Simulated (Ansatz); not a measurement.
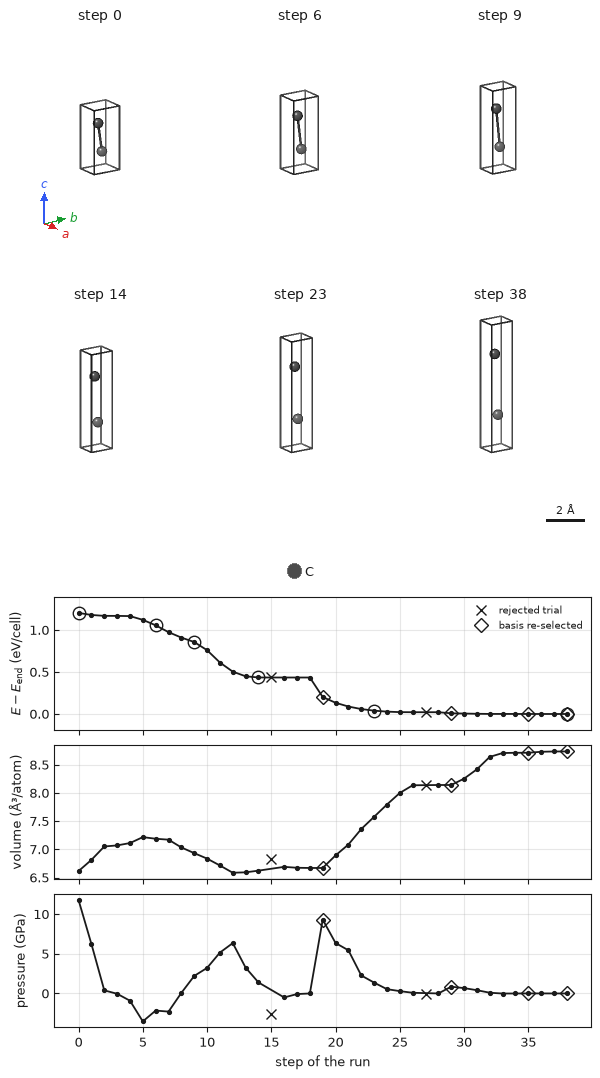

Frames of a relaxation of solid C (a generated structure, set up in P6_3/mmc), marked on the history of the run. The picture is a ball-and-stick view of the cell of the calculation, seen slightly off an axis.

Phase: hcp.

Computed with Ansatz 0.2.0, DFT, r2SCAN, plane waves (500 eV) with PAW, scalar-relativistic. Set-up: plane-wave cutoff 500 eV; k-point mesh 17 × 17 × 9; occupations fermi dirac; smearing width 0.1 eV; no spin polarisation; cell and atoms relaxed; force threshold 0.01 eV/Å; at most 60 steps.

What happens along the run?

Answer. The atoms keep their places relative to the cell (all moves are under 0.005 Å). The drawn cell changes as follows: a = b 2.107 → 1.714 Å (−18.7 %), c 3.441 → 6.869 Å (+99.6 %); the volume changes by +32.1 %. Near-neighbour distances that change, for instance: C–C 2.107 → 3.574 Å, C–C 2.107 → 1.714 Å. The space group stays P6_3/mmc (No. 194). After 32 accepted moves (38 points after the start) the energy has fallen by 1.204 eV per cell of the calculation. All forces vanish by symmetry, so only the cell relaxes. Pressure: 11.78 GPa at the start and 0.00 GPa at the end. The line search rejected the trial steps at points 15, 27 of the run. At 4 points the geometry stayed and the basis and grid were re-selected for the new cell (energy shift of 0.232 eV per cell of the calculation at most each time). From step 0 to 6: volume +8.7 %, energy −0.148 eV per cell of the calculation. From step 6 to 9: volume −3.5 %, energy −0.199 eV per cell of the calculation. From step 9 to 14: volume −4.5 %, energy −0.423 eV per cell of the calculation. From step 14 to 23: volume +14.4 %, energy −0.395 eV per cell of the calculation. From step 23 to 38: volume +15.3 %, energy −39.6 meV per cell of the calculation.
